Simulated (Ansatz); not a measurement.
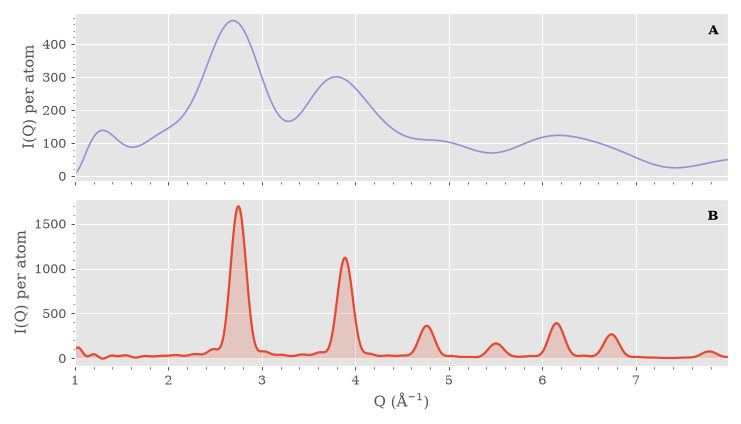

X-ray scattering of spheres cut from the crystal structure of Cr (Pm-3m, a = 2.282 Å, b = 2.282 Å, c = 2.282 Å, α = 90.00°, β = 90.00°, γ = 90.00°), calculated atom by atom with the Debye equation (B = 0.5 Å², no relaxation of the surface). It is based on the input geometry of an electronic-structure calculation (not necessarily at equilibrium); the starting structure was generated, so it need not be a known form of this composition.

> The spheres are 10 and 36 Å across. Which curve is which?

curve A: 10 Å (33 atoms); curve B: 36 Å (2103 atoms). Peak widths go roughly as 2π/D, so the largest sphere has the sharpest peaks.

> Index the main peaks of the largest sphere.

Q ≈ 2.75 Å⁻¹: 100; Q ≈ 3.89 Å⁻¹: 110; Q ≈ 4.76 Å⁻¹: 111; Q ≈ 5.50 Å⁻¹: 200; Q ≈ 6.15 Å⁻¹: 210; Q ≈ 6.74 Å⁻¹: 211.
